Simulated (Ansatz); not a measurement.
**Run report: ScAl3, molecular dynamics (part 1 of 6)**

The run: molecular dynamics of ScAl3 (disordered cell, 16 atoms in the cell). Method and program: DFT PBE, scalar-relativistic, plane waves, PAW, no spin polarisation (Ansatz 0.2.0).

It belongs to a series of runs on one base structure; here: Langevin dynamics at 830 K from the last frame before. Figures and captions count atoms from 1; the log counts them from 0 in places.

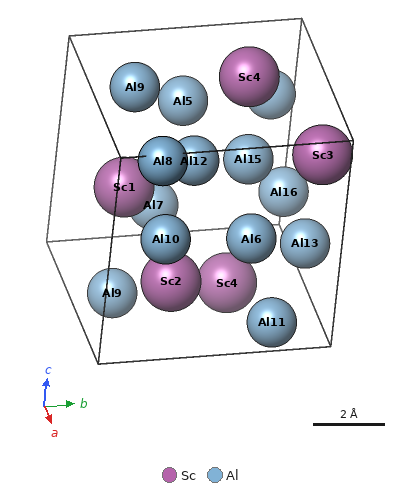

Fig. 1: The structure as given in the input (spheres-only view of the cell of the calculation, seen at an oblique angle; atoms are numbered from 1 in the order of the input). An atom can appear more than once, as a periodic image.

The input
```yaml
crystal:
  lattice:
    - [7.024824, 0.200776, -0.009459]
    - [0.200776, 6.635876, 0.323421]
    - [-0.009459, 0.323421, 6.671066]
  atoms:
    - { symbol: Sc, position: [0.4098471222, 0.194329632, 0.493005316] }
    - { symbol: Sc, position: [0.7109133736, 0.3578985428, 0.1995423758] }
    - { symbol: Sc, position: [0.7166586169, 0.9532882303, 0.7672751995] }
    - { symbol: Sc, position: [0.427352311, 0.6797201182, 0.9978139889] }
    - { symbol: Al, position: [0.1934271674, 0.469611848, 0.7605658309] }
    - { symbol: Al, position: [0.8221055917, 0.6542754419, 0.4488132697] }
    - { symbol: Al, position: [0.1186593675, 0.4113657505, 0.2155234095] }
    - { symbol: Al, position: [0.9582715043, 0.1954730586, 0.9447145395] }
    - { symbol: Al, position: [0.4039437785, 0.1949153242, 0.9749818879] }
    - { symbol: Al, position: [0.9229676598, 0.2546875843, 0.5387313093] }
    - { symbol: Al, position: [0.898137825, 0.7616118418, 0.0775735656] }
    - { symbol: Al, position: [0.6349102127, 0.4220692061, 0.7356664361] }
    - { symbol: Al, position: [0.5945136983, 0.9535949609, 0.2641765108] }
    - { symbol: Al, position: [0.0467780252, 0.8880981711, 0.6696134177] }
    - { symbol: Al, position: [0.3994073144, 0.7229418359, 0.5770452208] }
    - { symbol: Al, position: [0.1952026815, 0.9484475786, 0.2792176879] }
  symmetry: { detect: false }
basis:
  ecutwfc: 420
  xc_grid: 1
kpoints:
  mp_grid: { grid: [1, 1, 1], shift: [0.25, 0.25, 0.25] }
hamiltonian:
  xc: pbe
scf:
  occupations: { method: fermi_dirac, width: 0.0715 }
  lower_state_search: "off"
  convergence: { dr2_threshold: 1.0e-05 }
output:
  forces: true
  stress: true
md:
  timestep: 3.0
  n_steps: 200
  ensemble: nvt_langevin
  friction: 0.015
  temperature: 830.0
  initial_velocities: maxwell_boltzmann
  seed: 81366
```

Run on 2 threads of Intel Xeon @ 2.50GHz (Skylake/Cascade Lake), 189 GiB of memory available, shared host.

Launched with:
```bash
ansatz run input.yaml --threads 2 --pin off --max-ram 5120MiB --backend cpu --events-out ev --progress --plain --runs-dir out
```

Output
```
Warning: scf.convergence.dr2_threshold = 1e-5 eV is looser than this run's default, which is 1e-7 eV or tighter. The error in the forces grows as the threshold's square root, so leave the key out unless less accurate forces are enough
Warning: output.stress: scf.convergence.dr2_threshold = 1e-5 eV is looser than the 1.6e-9 eV advised for a printed stress (1e-10 eV for each atom of the cell: 16). What an SCF threshold leaves in a stress goes as its square root, and in the free energy as the threshold itself, and one threshold admits the most on a small cell: of the crystals measured, under no hybrid functional and no lock of the moments, on runs that ended without the residual-converged pass, on stresses that held no estimate of that error, the worst erred by over 100 MPa in a component at 1e-7 eV an atom and by under 5 at 1e-10. Set scf.convergence.dr2_threshold to 1.6e-9 eV or tighter. The threshold is an SCF's pass mark: one that does not reach it within its budget of iterations ends unconverged, or closes short of it on a stop that the run arms, and scf.convergence.dr2_threshold's page says what that costs each kind of run
Engine: ansatz 0.2.0, x86_64-unknown-linux-gnu
Pseudopotentials: kind: paw
Pseudopotential: Sc, paw, valence charge 11, recommended cutoff 420 eV (normal), Sc.paw.azcp
Pseudopotential: Al, paw, valence charge 3, recommended cutoff 420 eV (normal), Al.paw.azcp
Functional definition: PBE
  parameter kappa = 0.804
  parameter beta = 0.06672455060314922
  exchange = pbe_x(kappa = kappa, mu = beta*pi^2/3)
  correlation = pbe_c(beta = beta)
Crystal: 16 atoms, lattice volume = 309.972 Å³
Basis set: ecut = 420 eV, 6049 PW (Γ)
Bands: 56, of which v1, the nominal top of the filled ones, is band 40 counted from 1 (39 counted from 0)
Symmetry: 1 space group operations
k-points: 1
Non-local potential: Sc, projectors of the file, l = 0: 3, l = 1: 2, l = 2: 3, l = 3: 1
Non-local potential: Al, projectors of the file, l = 0: 2, l = 1: 2, l = 2: 1
PAW form: soft (Blöchl's): semilocal exchange-correlation on the pseudo side does not see the compensation charge
PAW one-centre angular grid: Sc, 590 points (default); XC on 64 Gauss nodes
PAW one-centre angular grid: Al, 110 points (default); XC on 64 Gauss nodes
Initial density: superposition of atomic densities (neutral atoms: chi_scale 0, normalization atom), corrected by the library's trained network
Initial wavefunctions: pseudopotential atomic-orbital guess
Functional: x = pbe(κ = 0.804, μ = 0.2195149727645171), c = pbe(β = 0.06672455060314922)
SCF iter   1: F=—  HF=-14993.036512 eV  |F-HF|=—  |Δ(HF+E_count)|=         —  Δρ=1.00e-2  dr2=7.99e-1  ethr=1.77e-3  ⟨swp⟩=6.0  Hψ=273  notcnv=0
preconditioner: auto → Kerker (q_TF=auto, 2.177 Å⁻¹)  [metal: Δε(μ)=0.147 eV  Ē_g=4.892 eV  σ=0.071 eV  W_gap=0.47  n_scr=54 (ndim 8)  ℏωp=14.6 eV  f_vac=0.000  D(μ)=11.33/eV (n_scr^D=84)]
SCF iter   2: F=—  HF=-14992.909103 eV  |F-HF|=—  |Δ(HF+E_count)|=   1.27e-1  Δρ=5.67e-3  dr2=2.52e-1  ethr=9.99e-4  ⟨swp⟩=1.0  Hψ=65  notcnv=0
SCF iter   3: F=—  HF=-14992.846799 eV  |F-HF|=—  |Δ(HF+E_count)|=   6.23e-2  Δρ=9.70e-4  dr2=5.21e-3  ethr=3.15e-4  ⟨swp⟩=2.0  Hψ=83  notcnv=0  defer=1
SCF iter   4: F=—  HF=-14992.845884 eV  |F-HF|=—  |Δ(HF+E_count)|=   9.15e-4  Δρ=2.95e-4  dr2=4.84e-4  ethr=6.51e-6  ⟨swp⟩=2.0  Hψ=77  notcnv=0  defer=1
SCF iter   5: F=—  HF=-14992.845815 eV  |F-HF|=—  |Δ(HF+E_count)|=   6.88e-5  Δρ=9.17e-5  dr2=4.02e-5  ethr=6.05e-7  ⟨swp⟩=2.0  Hψ=78  notcnv=0  defer=1
SCF iter   6: F=-14992.845810 eV  HF=-14992.845811 eV  |F-HF|=7.80e-7  |Δ(HF+E_count)|=   4.01e-6  Δρ=2.43e-5  dr2=2.36e-6  ethr=1.25e-8  ⟨swp⟩=4.0  Hψ=159  notcnv=0
SCF 1 converged in 6 iterations: F = -14992.845810 eV  dr2 = 2.36e-6
  greatest PAW one-centre occupation: 0.998 electrons in one spin orbital (limit 2), on the Sc atom at site 3 (counted from 0), in its partial waves of l = 0
md step     0: t =     0.00 fs  T =   778.1 K  F+E_penalty+E_count = -14992.84581048 eV  E_kin = 1.609287 eV  P_inst = 2.5619 GPa  (6 SCF iters)
Initial density: handed on by an earlier stage of this run
Initial wavefunctions: those handed on with the density
iter 1 solved again at ethr=4.41e-5 eV; its pass at ethr=3.10e-3 eV (dr2=3.53e-2 eV) is discarded
SCF iter   1: F=—  HF=-14992.852196 eV  |F-HF|=—  |Δ(HF+E_count)|=         —  Δρ=1.96e-3  dr2=3.73e-2  ethr=4.41e-5  ⟨swp⟩=1.0  Hψ=272  notcnv=0
preconditioner: auto → Kerker (q_TF=auto, 2.177 Å⁻¹)  [metal: Δε(μ)=0.092 eV  Ē_g=4.833 eV  σ=0.071 eV  W_gap=0.31  n_scr=54 (ndim 8)  ℏωp=14.6 eV  f_vac=0.000  D(μ)=13.47/eV (n_scr^D=110)]
SCF iter   2: F=—  HF=-14992.846677 eV  |F-HF|=—  |Δ(HF+E_count)|=   5.52e-3  Δρ=1.09e-3  dr2=1.17e-2  ethr=4.41e-5  ⟨swp⟩=1.0  Hψ=56  notcnv=0
SCF iter   3: F=—  HF=-14992.844148 eV  |F-HF|=—  |Δ(HF+E_count)|=   2.53e-3  Δρ=1.29e-4  dr2=1.03e-4  ethr=1.47e-5  ⟨swp⟩=2.0  Hψ=74  notcnv=0
SCF iter   4: F=—  HF=-14992.844084 eV  |F-HF|=—  |Δ(HF+E_count)|=   6.47e-5  Δρ=3.85e-5  dr2=8.09e-6  ethr=1.28e-7  ⟨swp⟩=2.0  Hψ=81  notcnv=0
iter 5 did not close the SCF: its close was put off for the readings that it lacked (scf_convergence_deferred on its scf_iter line)
SCF iter   5: F=-14992.844082 eV  HF=-14992.844083 eV  |F-HF|=1.86e-7  |Δ(HF+E_count)|=   1.08e-6  Δρ=1.07e-5  dr2=4.51e-7  ethr=1.01e-8  ⟨swp⟩=2.0  Hψ=86  notcnv=0
SCF iter   6: F=-14992.844083 eV  HF=-14992.844083 eV  |F-HF|=1.45e-8  |Δ(HF+E_count)|=   6.41e-8  Δρ=3.01e-6  dr2=3.55e-8  ethr=5.64e-10  ⟨swp⟩=1.0  Hψ=158  notcnv=0
SCF 2 converged in 6 iterations: F = -14992.844083 eV  dr2 = 3.55e-8
[... from here on the iterations of each SCF are left out, up to the last one ...]
md step     1: t =     3.00 fs  T =   791.0 K  F+E_penalty+E_count = -14992.84408258 eV  E_kin = 1.636005 eV  P_inst = 2.6059 GPa  (6 SCF iters)
[... from here on the SCF iterations and repeated set-up lines of each step are left out, up to the last step ...]
SCF 3 converged in 6 iterations: F = -14992.858120 eV  dr2 = 4.36e-8
md step     2: t =     6.00 fs  T =   824.9 K  F+E_penalty+E_count = -14992.85812023 eV  E_kin = 1.705960 eV  P_inst = 2.6337 GPa  (6 SCF iters)
SCF 4 converged in 6 iterations: F = -14992.871910 eV  dr2 = 3.66e-8
md step     3: t =     9.00 fs  T =   659.1 K  F+E_penalty+E_count = -14992.87191018 eV  E_kin = 1.363086 eV  P_inst = 2.5186 GPa  (6 SCF iters)
SCF 5 converged in 6 iterations: F = -14992.924305 eV  dr2 = 3.05e-8
md step     4: t =    12.00 fs  T =   688.3 K  F+E_penalty+E_count = -14992.92430485 eV  E_kin = 1.423566 eV  P_inst = 2.5239 GPa  (6 SCF iters)
SCF 6 converged in 4 iterations: F = -14993.014535 eV  dr2 = 4.08e-7
md step     5: t =    15.00 fs  T =   756.4 K  F+E_penalty+E_count = -14993.01453519 eV  E_kin = 1.564363 eV  P_inst = 2.5205 GPa  (4 SCF iters)
SCF 7 converged in 3 iterations: F = -14993.101335 eV  dr2 = 4.69e-6
md step     6: t =    18.00 fs  T =   757.3 K  F+E_penalty+E_count = -14993.10133492 eV  E_kin = 1.566229 eV  P_inst = 2.4609 GPa  (3 SCF iters)
SCF 8 converged in 3 iterations: F = -14993.184475 eV  dr2 = 3.53e-6
md step     7: t =    21.00 fs  T =   813.5 K  F+E_penalty+E_count = -14993.18447475 eV  E_kin = 1.682398 eV  P_inst = 2.4397 GPa  (3 SCF iters)
SCF 9 converged in 3 iterations: F = -14993.262647 eV  dr2 = 3.15e-6
md step     8: t =    24.00 fs  T =   872.3 K  F+E_penalty+E_count = -14993.26264744 eV  E_kin = 1.804082 eV  P_inst = 2.4206 GPa  (3 SCF iters)
SCF 10 converged in 4 iterations: F = -14993.344145 eV  dr2 = 6.53e-7
md step     9: t =    27.00 fs  T =   989.9 K  F+E_penalty+E_count = -14993.34414520 eV  E_kin = 2.047182 eV  P_inst = 2.4374 GPa  (4 SCF iters)
SCF 11 converged in 6 iterations: F = -14993.430389 eV  dr2 = 6.81e-8
md step    10: t =    30.00 fs  T =  1182.3 K  F+E_penalty+E_count = -14993.43038860 eV  E_kin = 2.445227 eV  P_inst = 2.4943 GPa  (6 SCF iters)
SCF 12 converged in 3 iterations: F = -14993.505361 eV  dr2 = 5.12e-6
md step    11: t =    33.00 fs  T =  1142.4 K  F+E_penalty+E_count = -14993.50536128 eV  E_kin = 2.362728 eV  P_inst = 2.3959 GPa  (3 SCF iters)
SCF 13 converged in 4 iterations: F = -14993.585180 eV  dr2 = 7.41e-7
md step    12: t =    36.00 fs  T =  1226.9 K  F+E_penalty+E_count = -14993.58518005 eV  E_kin = 2.537406 eV  P_inst = 2.3977 GPa  (4 SCF iters)
SCF 14 converged in 3 iterations: F = -14993.643194 eV  dr2 = 3.66e-6
md step    13: t =    39.00 fs  T =  1105.1 K  F+E_penalty+E_count = -14993.64319450 eV  E_kin = 2.285615 eV  P_inst = 2.2904 GPa  (3 SCF iters)
SCF 15 converged in 4 iterations: F = -14993.649872 eV  dr2 = 3.86e-7
md step    14: t =    42.00 fs  T =  1186.1 K  F+E_penalty+E_count = -14993.64987166 eV  E_kin = 2.453125 eV  P_inst = 2.3970 GPa  (4 SCF iters)
SCF 16 converged in 3 iterations: F = -14993.598474 eV  dr2 = 3.68e-6
md step    15: t =    45.00 fs  T =  1129.0 K  F+E_penalty+E_count = -14993.59847397 eV  E_kin = 2.334983 eV  P_inst = 2.4777 GPa  (3 SCF iters)
SCF 17 converged in 3 iterations: F = -14993.515310 eV  dr2 = 4.95e-6
md step    16: t =    48.00 fs  T =  1166.3 K  F+E_penalty+E_count = -14993.51531022 eV  E_kin = 2.412059 eV  P_inst = 2.6501 GPa  (3 SCF iters)
SCF 18 converged in 3 iterations: F = -14993.413189 eV  dr2 = 6.39e-6
md step    17: t =    51.00 fs  T =  1218.8 K  F+E_penalty+E_count = -14993.41318924 eV  E_kin = 2.520731 eV  P_inst = 2.8605 GPa  (3 SCF iters)
SCF 19 converged in 4 iterations: F = -14993.283479 eV  dr2 = 4.51e-7
md step    18: t =    54.00 fs  T =  1107.3 K  F+E_penalty+E_count = -14993.28347944 eV  E_kin = 2.290006 eV  P_inst = 3.0060 GPa  (4 SCF iters)
SCF 20 converged in 3 iterations: F = -14993.153468 eV  dr2 = 8.81e-6
md step    19: t =    57.00 fs  T =  1005.2 K  F+E_penalty+E_count = -14993.15346823 eV  E_kin = 2.078884 eV  P_inst = 3.1690 GPa  (3 SCF iters)
SCF 21 converged in 6 iterations: F = -14993.057696 eV  dr2 = 1.92e-8
md step    20: t =    60.00 fs  T =   930.6 K  F+E_penalty+E_count = -14993.05769638 eV  E_kin = 1.924549 eV  P_inst = 3.3253 GPa  (6 SCF iters)
SCF 22 converged in 4 iterations: F = -14992.983933 eV  dr2 = 6.04e-7
md step    21: t =    63.00 fs  T =   788.4 K  F+E_penalty+E_count = -14992.98393291 eV  E_kin = 1.630556 eV  P_inst = 3.4412 GPa  (4 SCF iters)
SCF 23 converged in 3 iterations: F = -14992.928421 eV  dr2 = 3.63e-6
md step    22: t =    66.00 fs  T =   676.9 K  F+E_penalty+E_count = -14992.92842100 eV  E_kin = 1.399916 eV  P_inst = 3.5652 GPa  (3 SCF iters)
SCF 24 converged in 3 iterations: F = -14992.917322 eV  dr2 = 6.88e-6
md step    23: t =    69.00 fs  T =   647.2 K  F+E_penalty+E_count = -14992.91732223 eV  E_kin = 1.338565 eV  P_inst = 3.6591 GPa  (3 SCF iters)
SCF 25 converged in 3 iterations: F = -14992.968035 eV  dr2 = 5.39e-6
md step    24: t =    72.00 fs  T =   706.0 K  F+E_penalty+E_count = -14992.96803478 eV  E_kin = 1.460193 eV  P_inst = 3.7021 GPa  (3 SCF iters)
SCF 26 converged in 4 iterations: F = -14993.046026 eV  dr2 = 7.10e-7
md step    25: t =    75.00 fs  T =   686.0 K  F+E_penalty+E_count = -14993.04602575 eV  E_kin = 1.418710 eV  P_inst = 3.6315 GPa  (4 SCF iters)
SCF 27 converged in 3 iterations: F = -14993.126700 eV  dr2 = 7.91e-6
md step    26: t =    78.00 fs  T =   669.8 K  F+E_penalty+E_count = -14993.12670014 eV  E_kin = 1.385288 eV  P_inst = 3.5481 GPa  (3 SCF iters)
SCF 28 converged in 3 iterations: F = -14993.232628 eV  dr2 = 5.54e-6
md step    27: t =    81.00 fs  T =   722.3 K  F+E_penalty+E_count = -14993.23262809 eV  E_kin = 1.493865 eV  P_inst = 3.4624 GPa  (3 SCF iters)
SCF 29 converged in 3 iterations: F = -14993.352253 eV  dr2 = 9.38e-6
md step    28: t =    84.00 fs  T =   754.5 K  F+E_penalty+E_count = -14993.35225336 eV  E_kin = 1.560428 eV  P_inst = 3.3105 GPa  (3 SCF iters)
SCF 30 converged in 4 iterations: F = -14993.465391 eV  dr2 = 1.18e-6
md step    29: t =    87.00 fs  T =   734.4 K  F+E_penalty+E_count = -14993.46539137 eV  E_kin = 1.518890 eV  P_inst = 3.1033 GPa  (4 SCF iters)
SCF 31 converged in 6 iterations: F = -14993.560898 eV  dr2 = 1.90e-8
md step    30: t =    90.00 fs  T =   843.4 K  F+E_penalty+E_count = -14993.56089794 eV  E_kin = 1.744239 eV  P_inst = 2.9948 GPa  (6 SCF iters)
SCF 32 converged in 3 iterations: F = -14993.635401 eV  dr2 = 5.74e-6
md step    31: t =    93.00 fs  T =   852.7 K  F+E_penalty+E_count = -14993.63540106 eV  E_kin = 1.763509 eV  P_inst = 2.8196 GPa  (3 SCF iters)
SCF 33 converged in 4 iterations: F = -14993.711114 eV  dr2 = 6.29e-7
md step    32: t =    96.00 fs  T =   911.1 K  F+E_penalty+E_count = -14993.71111377 eV  E_kin = 1.884294 eV  P_inst = 2.6555 GPa  (4 SCF iters)
SCF 34 converged in 3 iterations: F = -14993.781007 eV  dr2 = 4.79e-6
md step    33: t =    99.00 fs  T =   929.0 K  F+E_penalty+E_count = -14993.78100664 eV  E_kin = 1.921376 eV  P_inst = 2.4511 GPa  (3 SCF iters)
SCF 35 converged in 3 iterations: F = -14993.847980 eV  dr2 = 6.65e-6
md step    34: t =   102.00 fs  T =   858.6 K  F+E_penalty+E_count = -14993.84797999 eV  E_kin = 1.775625 eV  P_inst = 2.1517 GPa  (3 SCF iters)
SCF 36 converged in 4 iterations: F = -14993.914727 eV  dr2 = 1.04e-6
md step    35: t =   105.00 fs  T =   870.4 K  F+E_penalty+E_count = -14993.91472705 eV  E_kin = 1.800200 eV  P_inst = 1.8792 GPa  (4 SCF iters)
SCF 37 converged in 3 iterations: F = -14993.961977 eV  dr2 = 5.56e-6
md step    36: t =   108.00 fs  T =   945.9 K  F+E_penalty+E_count = -14993.96197703 eV  E_kin = 1.956366 eV  P_inst = 1.6676 GPa  (3 SCF iters)
SCF 38 converged in 3 iterations: F = -14994.005457 eV  dr2 = 7.12e-6
md step    37: t =   111.00 fs  T =   908.5 K  F+E_penalty+E_count = -14994.00545699 eV  E_kin = 1.878971 eV  P_inst = 1.3734 GPa  (3 SCF iters)
SCF 39 converged in 4 iterations: F = -14994.042467 eV  dr2 = 1.42e-6
md step    38: t =   114.00 fs  T =   955.2 K  F+E_penalty+E_count = -14994.04246709 eV  E_kin = 1.975559 eV  P_inst = 1.1568 GPa  (4 SCF iters)
SCF 40 converged in 3 iterations: F = -14994.050256 eV  dr2 = 7.73e-6
md step    39: t =   117.00 fs  T =  1015.1 K  F+E_penalty+E_count = -14994.05025581 eV  E_kin = 2.099413 eV  P_inst = 1.0006 GPa  (3 SCF iters)
SCF 41 converged in 6 iterations: F = -14994.037019 eV  dr2 = 4.36e-8
md step    40: t =   120.00 fs  T =   929.2 K  F+E_penalty+E_count = -14994.03701883 eV  E_kin = 1.921634 eV  P_inst = 0.7983 GPa  (6 SCF iters)
SCF 42 converged in 3 iterations: F = -14994.017871 eV  dr2 = 5.27e-6
md step    41: t =   123.00 fs  T =   948.5 K  F+E_penalty+E_count = -14994.01787093 eV  E_kin = 1.961655 eV  P_inst = 0.7352 GPa  (3 SCF iters)
SCF 43 converged in 3 iterations: F = -14993.970045 eV  dr2 = 3.74e-6
md step    42: t =   126.00 fs  T =   958.4 K  F+E_penalty+E_count = -14993.97004521 eV  E_kin = 1.982043 eV  P_inst = 0.7441 GPa  (3 SCF iters)
SCF 44 converged in 3 iterations: F = -14993.904012 eV  dr2 = 8.78e-6
md step    43: t =   129.00 fs  T =   948.8 K  F+E_penalty+E_count = -14993.90401152 eV  E_kin = 1.962348 eV  P_inst = 0.7956 GPa  (3 SCF iters)
SCF 45 converged in 4 iterations: F = -14993.841073 eV  dr2 = 4.65e-7
md step    44: t =   132.00 fs  T =   913.7 K  F+E_penalty+E_count = -14993.84107299 eV  E_kin = 1.889629 eV  P_inst = 0.8530 GPa  (4 SCF iters)
SCF 46 converged in 4 iterations: F = -14993.790627 eV  dr2 = 1.21e-6
md step    45: t =   135.00 fs  T =   760.9 K  F+E_penalty+E_count = -14993.79062654 eV  E_kin = 1.573644 eV  P_inst = 0.8237 GPa  (4 SCF iters)
SCF 47 converged in 3 iterations: F = -14993.771441 eV  dr2 = 6.86e-6
md step    46: t =   138.00 fs  T =   761.7 K  F+E_penalty+E_count = -14993.77144060 eV  E_kin = 1.575306 eV  P_inst = 0.8648 GPa  (3 SCF iters)
SCF 48 converged in 3 iterations: F = -14993.768657 eV  dr2 = 8.69e-6
md step    47: t =   141.00 fs  T =   664.0 K  F+E_penalty+E_count = -14993.76865689 eV  E_kin = 1.373329 eV  P_inst = 0.8104 GPa  (3 SCF iters)
SCF 49 converged in 3 iterations: F = -14993.801337 eV  dr2 = 7.52e-6
md step    48: t =   144.00 fs  T =   621.9 K  F+E_penalty+E_count = -14993.80133672 eV  E_kin = 1.286250 eV  P_inst = 0.7504 GPa  (3 SCF iters)
SCF 50 converged in 3 iterations: F = -14993.896092 eV  dr2 = 7.49e-6
md step    49: t =   147.00 fs  T =   642.6 K  F+E_penalty+E_count = -14993.89609153 eV  E_kin = 1.328902 eV  P_inst = 0.6528 GPa  (3 SCF iters)
SCF 51 converged in 6 iterations: F = -14994.015105 eV  dr2 = 7.46e-9
md step    50: t =   150.00 fs  T =   713.5 K  F+E_penalty+E_count = -14994.01510461 eV  E_kin = 1.475627 eV  P_inst = 0.5579 GPa  (6 SCF iters)
SCF 52 converged in 3 iterations: F = -14994.120747 eV  dr2 = 5.98e-6
md step    51: t =   153.00 fs  T =   662.7 K  F+E_penalty+E_count = -14994.12074664 eV  E_kin = 1.370480 eV  P_inst = 0.3889 GPa  (3 SCF iters)
SCF 53 converged in 3 iterations: F = -14994.233651 eV  dr2 = 3.09e-6
md step    52: t =   156.00 fs  T =   638.1 K  F+E_penalty+E_count = -14994.23365115 eV  E_kin = 1.319637 eV  P_inst = 0.2162 GPa  (3 SCF iters)
SCF 54 converged in 3 iterations: F = -14994.350148 eV  dr2 = 2.76e-6
md step    53: t =   159.00 fs  T =   648.7 K  F+E_penalty+E_count = -14994.35014795 eV  E_kin = 1.341633 eV  P_inst = 0.0566 GPa  (3 SCF iters)
SCF 55 converged in 3 iterations: F = -14994.441736 eV  dr2 = 4.05e-6
md step    54: t =   162.00 fs  T =   712.3 K  F+E_penalty+E_count = -14994.44173574 eV  E_kin = 1.473173 eV  P_inst = -0.0343 GPa  (3 SCF iters)
SCF 56 converged in 3 iterations: F = -14994.500455 eV  dr2 = 4.70e-6
```
